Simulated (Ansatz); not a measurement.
## Hf3O5 (charge +1): single-point calculation (part 2 of 2)

Hf3O5 (defect cell, 24 atoms in the cell, total charge +1); DFT, PBEsol, plane waves, PAW, spin-polarised (Ansatz 0.2.0); cutoff 420 eV, 2×2×2 k-mesh, Gaussian smearing of 2 eV, collinear spins. The structure derives from a Materials Project entry. Some settings of this run were made unusual or wrong on purpose.

Geometry of the input (Å; fractional positions):
```
-4.8301  -4.8301  0.0000
-4.8301  4.8301  0.0000
4.8301  0.0000  -6.4194
Hf 0.2475  0.2838  0.5110
Hf -0.0122  0.0242  -0.0084
Hf 0.7336  0.7401  0.5052
Hf 0.4797  0.4862  -0.0025
Hf 0.0387  0.6227  0.2513
Hf 0.8655  0.3838  0.7528
Hf 0.6694  0.1289  0.2513
Hf 0.3641  0.8823  0.7499
Hf 0.3496  0.8788  0.2513
O  0.8463  0.6865  0.7574
O  0.6152  0.4277  0.2513
O  0.3402  0.1804  0.7452
O  0.4110  0.7606  0.4812
O  0.1811  0.5307  0.0214
O  0.9554  0.2861  0.5187
O  0.6880  0.0187  -0.0160
O  0.0451  0.7294  0.5277
O  0.7687  0.4530  -0.0250
O  0.5438  0.2193  0.4831
O  0.3121  -0.0124  0.0196
O  0.1148  0.3289  0.2513
O  0.8804  0.0685  0.7336
O  0.6768  0.8154  0.2513
O  0.3981  0.5862  0.7690
```

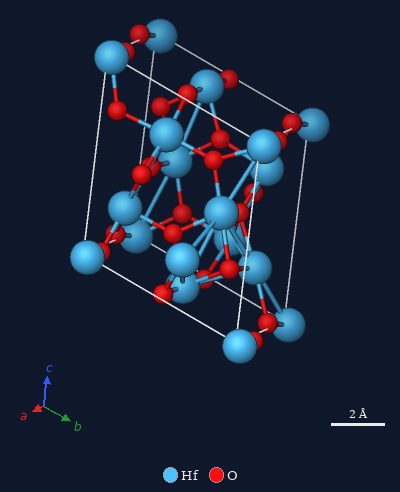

Fig. 1: The structure (ball-and-stick view of the cell of the calculation, seen slightly off an axis). An atom can appear more than once, as a periodic image.

### Output, continued
```
  k-point 0 ↑: bands = ["-46.1732", "-46.1645", "-46.1591", "-46.1039", "-46.0067", "-45.9974", "-45.9769", "-45.9702", "-45.5658", "-15.4386", "-15.4259", "-15.2740", "-15.1944", "-15.1456", "-15.1258", "-15.1098", "-15.1094", "-15.0788", "-15.0318", "-15.0146", "-15.0000", "-14.9653", "-14.9320", "-14.8749", "-14.8429", "-14.8301", "-14.8114", "-14.8105", "-14.7985", "-14.7739", "-14.7550", "-14.7454", "-14.6075", "-14.3330", "-14.2874", "-14.0938", "-3.9583", "-3.2807", "-3.1831", "-2.9367",
      "-2.8191", "-2.7236", "-2.7042", "-2.6200", "-2.6049", "-2.5897", "-2.3296", "-2.2480", "-2.1715", "-2.1626", "-1.9493", "3.9096", "3.9144", "3.9212", "3.9310", "3.9381", "3.9518", "3.9528", "3.9562", "3.9604", "3.9636", "3.9646", "3.9675", "3.9679", "3.9765", "3.9786", "3.9826", "3.9830", "3.9948", "3.9981", "4.0003", "4.0008", "4.0178", "4.0197", "4.0313", "4.0326", "4.0353", "4.0449", "4.0459", "4.1171",
      "4.1226", "4.1234", "4.1275", "4.1305", "4.1320", "4.1349", "4.1366", "4.1377", "4.1402", "4.1404", "4.1415", "4.1431", "4.1434", "4.1496", "4.1512", "4.1563", "4.1570", "4.1578", "4.1615", "4.1636", "4.1639", "4.1731", "4.1759", "4.1780", "4.1815", "4.1907", "4.2162", "4.4697", "4.4717", "4.5065", "4.5087", "4.5212", "4.5240", "4.5307", "8.2273", "8.8140", "8.8774", "9.0753", "9.1805", "9.3208",
      "9.3277", "9.4714", "9.6585", "9.6982", "9.7385", "9.7628", "9.9076", "9.9216", "10.4091", "10.5204", "10.5914", "10.7078", "10.7686", "10.9218", "11.0096", "11.2070", "11.3698", "11.4002", "11.5388", "11.5789", "11.7756", "11.8093", "11.8704", "11.8876", "11.9965", "12.0192", "12.0565", "12.2281", "12.2891", "12.2963", "12.4391", "12.4805", "12.6160", "12.6410", "12.7133", "12.8867", "12.9694", "13.0945", "13.3047", "15.0838",
      "16.2080", "16.8067", "17.3717", "17.9370", "18.4961", "18.6172", "18.7659", "18.9038", "19.0111", "19.1682", "19.2594", "19.3116", "19.3869", "19.4213", "19.4775", "19.5421", "19.6085", "19.6397", "19.6812", "19.7235", "19.7638", "20.2577", "20.3356", "20.5225", "20.7830", "20.8054", "21.1842", "21.3751", "21.7806", "22.0639", "22.1728", "22.4189", "22.6665", "22.7602", "22.9070", "22.9501", "23.1793", "23.1968", "23.5359", "23.7019",
      "23.7800", "23.9194", "23.9252", "24.1984", "24.3372", "24.7449", "24.8205", "24.9430", "25.1764", "25.1841", "25.7794", "25.9816", "26.0553", "26.1453", "26.4313", "26.5926", "26.7833", "27.2038", "27.9004", "27.9496", "28.0447", "28.6587", "28.7762", "28.9971", "29.0523", "29.1547", "29.2937", "29.4031", "29.6292", "29.6747", "29.9517", "30.2283"]
  k-point 1 ↑: bands = ["-46.1727", "-46.1646", "-46.1596", "-46.1039", "-46.0064", "-45.9974", "-45.9774", "-45.9701", "-45.5658", "-15.4166", "-15.4136", "-15.3120", "-15.2206", "-15.1421", "-15.1343", "-15.1172", "-15.0789", "-15.0748", "-15.0432", "-15.0275", "-14.9781", "-14.9595", "-14.9308", "-14.8470", "-14.8427", "-14.8415", "-14.8129", "-14.8018", "-14.7901", "-14.7707", "-14.7635", "-14.7557", "-14.6033", "-14.3353", "-14.3031", "-14.0979", "-3.5146", "-3.4503", "-3.2337", "-3.2121",
      "-2.8371", "-2.8211", "-2.7591", "-2.6158", "-2.5292", "-2.5064", "-2.3463", "-2.2250", "-2.1649", "-2.0811", "-2.0184", "3.9097", "3.9141", "3.9217", "3.9315", "3.9364", "3.9521", "3.9534", "3.9546", "3.9601", "3.9625", "3.9649", "3.9663", "3.9684", "3.9738", "3.9799", "3.9822", "3.9826", "3.9941", "3.9967", "3.9993", "4.0017", "4.0170", "4.0205", "4.0328", "4.0333", "4.0354", "4.0445", "4.0448", "4.1191",
      "4.1216", "4.1242", "4.1291", "4.1327", "4.1337", "4.1338", "4.1350", "4.1385", "4.1386", "4.1408", "4.1412", "4.1439", "4.1450", "4.1477", "4.1500", "4.1577", "4.1578", "4.1601", "4.1618", "4.1619", "4.1692", "4.1748", "4.1756", "4.1795", "4.1885", "4.1886", "4.1963", "4.4659", "4.4677", "4.5045", "4.5072", "4.5208", "4.5235", "4.5290", "8.5679", "8.6644", "9.0023", "9.1246", "9.2607", "9.3903",
      "9.4490", "9.6050", "9.6670", "9.6950", "9.9583", "10.0136", "10.0664", "10.0759", "10.1978", "10.3171", "10.4360", "10.5438", "10.6268", "10.7439", "10.8140", "11.0109", "11.1084", "11.1924", "11.2931", "11.3138", "11.7511", "11.7609", "11.8777", "11.9410", "11.9472", "12.0757", "12.1787", "12.2698", "12.3542", "12.4476", "12.5731", "12.6157", "12.6327", "12.7121", "12.7585", "12.8281", "12.9159", "13.0065", "13.2488", "15.2172",
      "16.3828", "16.8717", "17.6824", "18.0593", "18.1021", "18.1898", "18.6243", "18.8131", "18.9658", "19.0337", "19.1229", "19.1872", "19.4340", "19.4583", "19.5979", "19.6639", "19.6811", "19.8152", "20.0462", "20.1829", "20.3751", "20.4232", "20.5406", "20.5933", "20.8888", "21.0149", "21.1096", "21.1830", "21.5586", "22.0619", "22.0676", "22.1960", "22.3043", "22.6077", "22.8258", "22.8294", "22.9620", "23.1895", "23.2828", "23.6215",
      "23.6644", "23.7901", "24.1190", "24.1336", "24.5059", "24.8047", "24.8617", "24.9154", "25.5446", "25.8999", "25.9836", "26.1377", "26.3928", "26.5200", "26.5758", "26.5998", "26.8090", "27.0442", "27.1399", "27.4287", "27.4768", "27.9004", "27.9122", "28.4017", "28.5474", "28.6073", "28.9146", "28.9368", "29.1667", "29.2386", "29.3718", "30.1298"]
  k-point 2 ↑: bands = ["-46.1726", "-46.1653", "-46.1588", "-46.1039", "-46.0063", "-45.9981", "-45.9764", "-45.9707", "-45.5658", "-15.4432", "-15.3565", "-15.3250", "-15.2866", "-15.2083", "-15.1576", "-15.1002", "-15.0206", "-15.0137", "-15.0011", "-14.9907", "-14.9364", "-14.9190", "-14.9123", "-14.9078", "-14.8939", "-14.8649", "-14.8211", "-14.8097", "-14.8032", "-14.7616", "-14.7604", "-14.7120", "-14.6829", "-14.3370", "-14.2968", "-14.0932", "-3.5945", "-3.4549", "-3.2496", "-2.9452",
      "-2.8410", "-2.8054", "-2.7218", "-2.6902", "-2.5653", "-2.4943", "-2.4117", "-2.3313", "-2.2347", "-2.0418", "-1.9567", "3.9097", "3.9142", "3.9215", "3.9312", "3.9377", "3.9518", "3.9530", "3.9560", "3.9601", "3.9647", "3.9665", "3.9673", "3.9701", "3.9751", "3.9784", "3.9834", "3.9838", "3.9969", "3.9982", "4.0021", "4.0037", "4.0172", "4.0199", "4.0322", "4.0334", "4.0355", "4.0435", "4.0465", "4.1169",
      "4.1188", "4.1231", "4.1274", "4.1292", "4.1309", "4.1333", "4.1350", "4.1364", "4.1377", "4.1394", "4.1407", "4.1435", "4.1442", "4.1459", "4.1499", "4.1538", "4.1549", "4.1576", "4.1602", "4.1638", "4.1679", "4.1701", "4.1738", "4.1767", "4.1791", "4.1874", "4.1891", "4.4673", "4.4703", "4.5054", "4.5085", "4.5209", "4.5239", "4.5301", "8.5834", "8.7021", "9.1224", "9.2158", "9.3870", "9.5259",
      "9.6204", "9.6661", "9.7467", "9.8626", "9.8787", "10.0090", "10.0486", "10.0999", "10.1859", "10.2613", "10.4249", "10.5183", "10.5880", "10.8079", "10.8624", "11.0883", "11.2248", "11.3067", "11.3353", "11.4234", "11.4789", "11.6519", "11.7834", "11.7903", "11.8198", "11.9933", "12.0267", "12.0859", "12.2334", "12.3090", "12.4077", "12.4838", "12.5809", "12.6114", "12.7523", "12.8092", "12.9576", "13.1047", "13.1345", "15.4386",
      "16.0526", "16.7946", "17.7342", "17.8291", "18.3022", "18.4419", "18.7369", "18.8905", "18.9862", "19.0491", "19.1749", "19.3771", "19.4498", "19.4698", "19.5952", "19.6892", "19.8130", "19.8665", "20.0081", "20.1311", "20.2100", "20.3870", "20.5380", "20.7413", "20.8433", "20.9213", "21.0466", "21.1576", "21.4913", "21.5978", "22.1486", "22.2316", "22.4527", "22.7249", "22.8016", "23.2489", "23.2966", "23.4052", "23.5096", "23.7671",
      "23.8877", "23.9228", "24.0741", "24.2564", "24.6503", "24.8305", "24.9842", "25.1446", "25.3001", "25.4374", "25.6509", "25.7389", "25.9772", "26.0749", "26.2680", "26.4460", "26.6069", "27.1632", "27.4514", "27.6556", "27.8899", "27.9283", "28.1146", "28.4185", "28.5074", "28.6461", "28.8615", "28.9511", "29.4295", "29.5892", "29.7435", "30.1345"]
  k-point 7 ↓: bands = ["-46.1727", "-46.1645", "-46.1595", "-46.1038", "-46.0071", "-45.9975", "-45.9770", "-45.9701", "-45.5658", "-15.4407", "-15.3747", "-15.3124", "-15.2079", "-15.1707", "-15.1278", "-15.1037", "-15.0887", "-15.0462", "-15.0122", "-15.0058", "-14.9574", "-14.9216", "-14.9213", "-14.9043", "-14.8941", "-14.8441", "-14.8291", "-14.8175", "-14.8108", "-14.7798", "-14.7725", "-14.7420", "-14.6199", "-14.3481", "-14.2693", "-14.0967", "-3.3469", "-3.1449", "-3.1341", "-3.0265",
      "-3.0201", "-2.9655", "-2.9170", "-2.7050", "-2.6986", "-2.5263", "-2.4360", "-2.3319", "-2.2591", "-2.0328", "-1.8694", "3.9097", "3.9134", "3.9219", "3.9314", "3.9374", "3.9513", "3.9534", "3.9540", "3.9593", "3.9659", "3.9668", "3.9671", "3.9695", "3.9753", "3.9790", "3.9826", "3.9852", "3.9966", "3.9999", "4.0009", "4.0058", "4.0174", "4.0200", "4.0324", "4.0345", "4.0380", "4.0445", "4.0447", "4.1150",
      "4.1182", "4.1215", "4.1262", "4.1277", "4.1287", "4.1308", "4.1322", "4.1348", "4.1368", "4.1408", "4.1413", "4.1426", "4.1430", "4.1440", "4.1478", "4.1493", "4.1494", "4.1523", "4.1546", "4.1564", "4.1616", "4.1618", "4.1684", "4.1744", "4.1782", "4.1908", "4.1975", "4.4656", "4.4676", "4.5043", "4.5083", "4.5217", "4.5237", "4.5287", "8.9926", "9.2536", "9.4016", "9.4250", "9.5435", "9.5771",
      "9.7277", "9.7477", "9.8325", "10.0661", "10.1114", "10.2204", "10.2244", "10.2586", "10.2693", "10.3415", "10.3846", "10.5124", "10.6300", "10.7156", "10.7496", "10.7652", "10.7898", "10.9281", "11.0622", "11.1224", "11.2315", "11.2795", "11.4854", "11.5190", "11.7180", "11.7489", "11.9434", "11.9706", "11.9926", "12.0308", "12.1629", "12.3379", "12.5240", "12.7892", "12.8820", "12.9310", "13.0859", "13.0866", "13.2041", "15.6910",
      "16.1684", "16.7716", "17.8597", "18.0974", "18.3376", "18.3850", "18.5261", "18.6206", "18.8612", "19.1031", "19.1543", "19.4122", "19.4334", "19.5388", "19.8407", "19.8699", "19.9091", "20.0878", "20.1300", "20.2484", "20.4678", "20.4919", "20.7143", "20.8210", "20.8576", "20.9096", "21.0197", "21.5197", "21.6554", "21.7919", "22.1533", "22.2177", "22.2807", "22.6258", "22.8787", "22.9348", "22.9975", "23.2698", "23.6591", "23.6709",
      "23.8563", "23.8636", "24.0512", "24.1242", "24.3725", "24.7147", "24.9092", "24.9818", "25.0764", "25.2998", "25.3797", "25.5178", "25.8551", "26.1401", "26.7205", "26.7401", "27.2623", "27.6300", "27.9338", "27.9786", "28.0281", "28.3945", "28.4097", "28.4441", "28.7232", "28.8473", "28.9185", "28.9824", "29.0589", "29.3045", "29.4775", "29.6744"]
```

### Outcome

```tsv
quantity	value
outcome	converged
electrons treated	323
free energy	−148852.0084 eV
Fermi energy	16.431 eV
gap on the k-point mesh	none (metallic)
net moment of the cell	0.00 μB
integrated absolute moment	0.00 μB
largest force (length of the vector)	1.315 eV/Å
wall time	36 s (CPU time 2.3 min)
peak memory	2 GiB
```

### Diagnosis

This input holds a deliberate fault: a smearing of electronvolts (`scf.occupations`). So wide a smearing fills empty bands and washes out gaps and moments. The program still converged, but the numbers can't be taken as results for the intended system. Warnings of the run: some starting moments were not kept. The cell is charged and computed with a neutralising background, so its energy and pressure depend on the cell and aren't those of a real crystal.
